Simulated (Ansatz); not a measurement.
# WSi$_{2}$: single-point calculation (part 2 of 2)

Continued. System: WSi$_{2}$ (slab, 27 atoms in the cell). Method: DFT r2SCAN, scalar-relativistic, plane waves, PAW, no spin polarisation (Ansatz 0.2.0); cutoff 500 eV, 11×4×1 k-mesh, Gaussian smearing of 0.1 eV. The structure derives from an entry of the Crystallography Open Database. It belongs to a series of runs on one base structure; here: (1 0 2) slab cut from the bulk.

### Output, continued
```
  k-point 1: bands = ["-71.1645", "-71.0776", "-71.0416", "-70.8971", "-70.8393", "-70.8153", "-70.8030", "-70.7756", "-70.6255", "-34.9665", "-34.8556", "-34.8498", "-34.7142", "-34.6784", "-34.6674", "-34.6294", "-34.6196", "-34.6011", "-34.5896", "-34.5814", "-34.5621", "-34.5476", "-34.5426", "-34.5151", "-34.5134", "-34.4850", "-34.4795", "-34.4772", "-34.4708", "-34.4670", "-34.4488", "-34.4399", "-34.4286", "-34.3360", "-34.3290", "-34.2799", "-9.5299", "-8.6972", "-8.5655", "-7.7785", "-7.3052", "-7.1567", "-6.4579", "-6.0766", "-5.7497", "-5.2314", "-4.9462", "-4.5928", "-4.3005", "-4.1259", "-3.4640", "-2.8816", "-2.7599", "-2.3471", "-1.6762", "-1.3048", "-1.1111", "-0.9305", "-0.3861", "-0.0958", "0.0242", "0.5537", "0.7121", "0.9073", "1.1029", "1.2733", "1.4837", "1.6537", "1.8208", "2.0284", "2.0663", "2.0819", "2.1260", "2.1380", "2.1649", "2.2125", "2.2687", "2.3569", "2.4818", "2.5051", "2.5424", "2.6583", "2.7207", "2.7945", "2.9958", "3.0815", "3.2506", "3.2820", "3.5171", "3.5818", "3.9545", "3.9952", "4.0014", "4.2615", "4.3963", "4.5041", "4.5920", "4.6329", "4.8358", "4.8645", "5.0769", "5.1024", "5.2348", "5.5498", "5.6209", "5.7711", "6.0704", "6.4257", "6.5895", "6.9630", "7.1223", "7.1868", "7.3657", "7.4301", "7.5457", "7.6117", "7.7167", "7.9989", "8.0573", "8.0976", "8.1936", "8.2454", "8.4900", "8.5770", "8.6090", "8.7915"]
  k-point 2: bands = ["-71.1645", "-71.0776", "-71.0416", "-70.8971", "-70.8393", "-70.8153", "-70.8030", "-70.7756", "-70.6255", "-34.9665", "-34.8556", "-34.8498", "-34.7142", "-34.6783", "-34.6675", "-34.6295", "-34.6195", "-34.6011", "-34.5896", "-34.5814", "-34.5620", "-34.5476", "-34.5426", "-34.5152", "-34.5132", "-34.4845", "-34.4799", "-34.4772", "-34.4711", "-34.4670", "-34.4488", "-34.4398", "-34.4286", "-34.3360", "-34.3290", "-34.2799", "-9.2406", "-9.1714", "-8.3756", "-8.1435", "-7.1774", "-6.8640", "-6.2229", "-6.0350", "-5.6310", "-5.2585", "-5.1338", "-4.8274", "-4.5170", "-4.2024", "-3.5088", "-3.0005", "-2.1698", "-2.0953", "-1.9286", "-1.5224", "-0.8503", "-0.7549", "-0.5169", "-0.2569", "0.0212", "0.2646", "0.7353", "0.8220", "1.1213", "1.2880", "1.4508", "1.7256", "1.8268", "2.0465", "2.0474", "2.0681", "2.1303", "2.1920", "2.2206", "2.2866", "2.3701", "2.4238", "2.4272", "2.4865", "2.5473", "2.6855", "2.8175", "2.8518", "3.0186", "3.0506", "3.1237", "3.1389", "3.3906", "3.4982", "3.8147", "3.9846", "4.1175", "4.3003", "4.4738", "4.6333", "4.6626", "4.6780", "4.9059", "4.9866", "5.0940", "5.1254", "5.2459", "5.5536", "5.7033", "5.9261", "6.1158", "6.5587", "6.7864", "6.7985", "6.8288", "7.0857", "7.1943", "7.2044", "7.3441", "7.4237", "7.6569", "7.7298", "7.8968", "8.0934", "8.1351", "8.2920", "8.4556", "8.5376", "8.5714", "8.9514"]
  k-point 17: bands = ["-71.1568", "-71.0696", "-71.0336", "-70.8886", "-70.8309", "-70.8069", "-70.7946", "-70.7672", "-70.6171", "-34.9434", "-34.8319", "-34.8261", "-34.8123", "-34.7926", "-34.7666", "-34.7590", "-34.7029", "-34.6957", "-34.6908", "-34.6734", "-34.6541", "-34.6510", "-34.6385", "-34.6021", "-34.5893", "-34.5549", "-34.5356", "-34.5061", "-34.4879", "-34.4874", "-34.4578", "-34.4554", "-34.4449", "-34.4138", "-34.3091", "-34.3023", "-6.1903", "-6.1403", "-5.6146", "-5.4620", "-5.1486", "-5.1066", "-5.0026", "-4.9337", "-4.7153", "-4.5385", "-4.2891", "-4.1293", "-3.8001", "-3.4962", "-3.2962", "-2.7961", "-2.6365", "-2.3506", "-2.0590", "-2.0269", "-1.5901", "-1.5244", "-1.4067", "-1.3346", "-1.0641", "-1.0135", "-0.7222", "-0.4801", "-0.2256", "0.0233", "0.5658", "0.6362", "0.6890", "0.9859", "1.1027", "1.2593", "1.3199", "1.3698", "1.5610", "1.6714", "1.8168", "1.8422", "1.9091", "1.9186", "1.9822", "2.0022", "2.0224", "2.0581", "2.1075", "2.2002", "2.2733", "2.3054", "2.3535", "2.5327", "2.6081", "2.9067", "3.2868", "3.5397", "3.8956", "4.0730", "4.1777", "4.3407", "4.5476", "4.7839", "5.0047", "5.1957", "5.4655", "5.7370", "5.9636", "6.1019", "6.4244", "6.6388", "6.9465", "6.9849", "7.1449", "7.2266", "7.4057", "7.4589", "7.6278", "7.6566", "7.7014", "7.8110", "7.9072", "7.9929", "8.0794", "8.0933", "8.1517", "8.2078", "8.2917", "8.4920"]
```

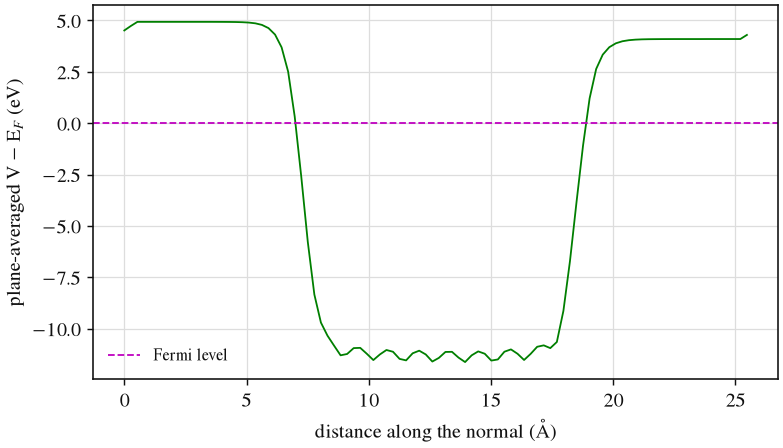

*Plane average of the electrostatic potential energy of an electron across the cell, from the Fermi level.*

The vacuum level lies 4.09 eV above the Fermi level on the upper side and 4.93 eV on the lower.

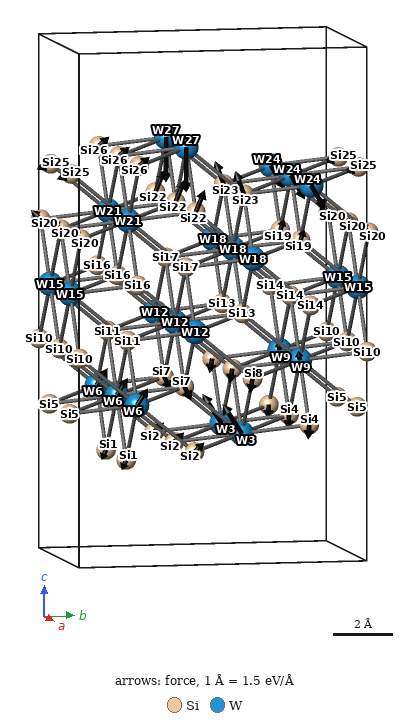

*Forces on the atoms as black arrows (ball-and-stick view of the 2 × 1 repeat of the cell, with the vacuum cut short, seen slightly off an axis; atoms are numbered from 1 in the order of the input); the smallest are left out.*

The largest act on W27 (2.35 eV/Å); W3 (1.84 eV/Å); W24 (1.46 eV/Å); Si23 (1.30 eV/Å), among others. The geometry is not a stationary point of this energy.

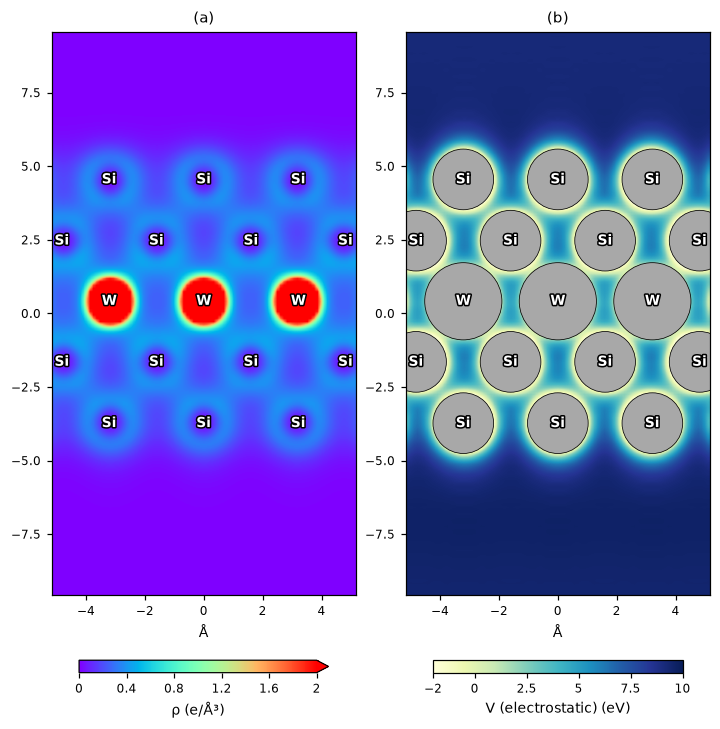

*(a) valence charge density (pseudo); (b) electrostatic potential energy of an electron on the (010) plane of the calculation cell, a cut from vacuum to vacuum. Grey discs, where drawn, cover atomic cores.*

Atoms in the plane: Si and W. Si–W (2.61 Å): the density is about 0.43 e/Å³ at the midpoint. The density dies away to nearly zero in the vacuum. The fields are those of the smooth PAW valence density.

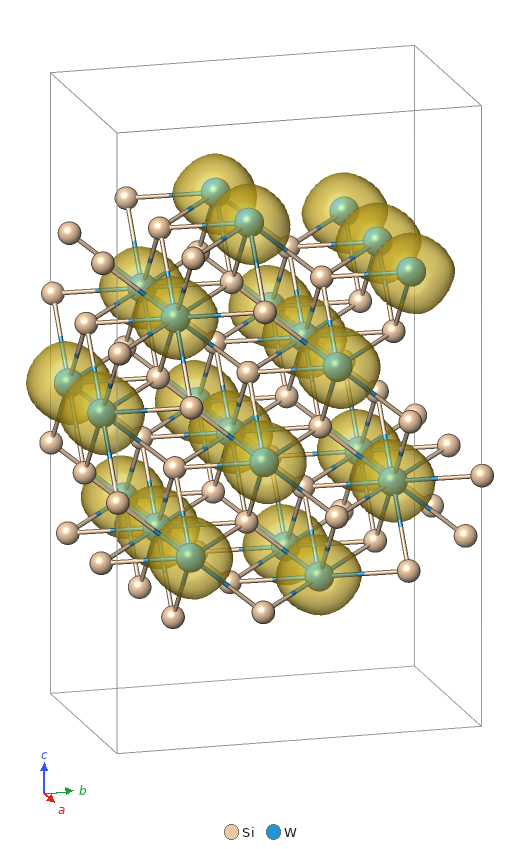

*Isosurface of the valence pseudo-density at 0.5 e/Å³ (yellow), seen slightly off an axis. Sticks mark near contacts.*

At this value the density breaks into separate islands; it holds about 50 % of the electrons treated as valence (semicore included). It is pinched off along the Si–W (2.61 Å) contacts. On the grid the lowest density along these lines, outside the cores, is 0.42 e/Å³ (Si–W, 2.61 Å).

This output came from the following input.

### Input file
```yaml
crystal:
  lattice:
    - [3.2112931002, 0.0, 0.0]
    - [0.0, 10.1075045154, 0.0]
    - [0.0, 0.0, 25.7376828843]
  atoms:
    - { symbol: Si, position: [0.5, 0.199424691, 0.2914015234] }
    - { symbol: Si, position: [0.0, 0.401517332, 0.3068838105] }
    - { symbol: W, position: [0.5, 0.600942023, 0.3232283028] }
    - { symbol: Si, position: [0.0, 0.800366714, 0.3395727951] }
    - { symbol: Si, position: [0.5, 0.0024593551, 0.3550550823] }
    - { symbol: W, position: [0.0, 0.201884046, 0.3713995745] }
    - { symbol: Si, position: [0.5, 0.401308737, 0.3877440668] }
    - { symbol: Si, position: [0.0, 0.6034013781, 0.403226354] }
    - { symbol: W, position: [0.5, 0.802826069, 0.4195708463] }
    - { symbol: Si, position: [0.0, 0.00225076, 0.4359153385] }
    - { symbol: Si, position: [0.5, 0.2043434011, 0.4513976257] }
    - { symbol: W, position: [0.0, 0.403768092, 0.467742118] }
    - { symbol: Si, position: [0.5, 0.603192783, 0.4840866103] }
    - { symbol: Si, position: [0.0, 0.8052854241, 0.4995688974] }
    - { symbol: W, position: [0.5, 0.004710115, 0.5159133897] }
    - { symbol: Si, position: [0.0, 0.204134806, 0.532257882] }
    - { symbol: Si, position: [0.5, 0.4062274471, 0.5477401692] }
    - { symbol: W, position: [0.0, 0.6056521381, 0.5640846615] }
    - { symbol: Si, position: [0.5, 0.805076829, 0.5804291537] }
    - { symbol: Si, position: [0.0, 0.0071694701, 0.5959114409] }
    - { symbol: W, position: [0.5, 0.2065941611, 0.6122559332] }
    - { symbol: Si, position: [0.0, 0.406018852, 0.6286004255] }
    - { symbol: Si, position: [0.5, 0.6081114931, 0.6440827126] }
    - { symbol: W, position: [0.0, 0.8075361841, 0.6604272049] }
    - { symbol: Si, position: [0.5, 0.006960875, 0.6767716972] }
    - { symbol: Si, position: [0.0, 0.2090535161, 0.6922539844] }
    - { symbol: W, position: [0.5, 0.4084782071, 0.7085984766] }
basis:
  ecutwfc: 500
kpoints:
  mp_grid: { grid: [11, 4, 1] }
hamiltonian:
  xc: r2scan
scf:
  occupations: { method: gaussian, width: 0.1 }
output:
  forces: true
  stress: true
  eigenvalues: true
  write_density: true
  write_potential: true
  elf: true
  volumetric_format: npy
efield:
  axis: 3
  dipole_correction: true
  ramp_width: 0.04
```

Run as:
```bash
ansatz run input.yaml --threads 4 --pin off --max-ram 10240MiB --backend cpu --events-out ev --progress --plain --runs-dir out
```

### Key numbers

```tsv
quantity	value
outcome	converged
electrons treated	198
free energy	−105074.3706 eV
work function, top face	4.09 eV
work function, bottom face	4.93 eV
Fermi energy	4.692 eV
gap on the k-point mesh	none (metallic)
work function (upper face)	4.09 eV
largest force (length of the vector)	2.347 eV/Å
hardware	4 threads of Arm Neoverse V1, 24 GiB of memory available, shared host
wall time	3.5 min (CPU time 14 min)
peak memory	4.6 GiB
```

The program warns: the exchange-correlation potential is rough where the density is thin. Spin–orbit coupling is left out, which matters for W.
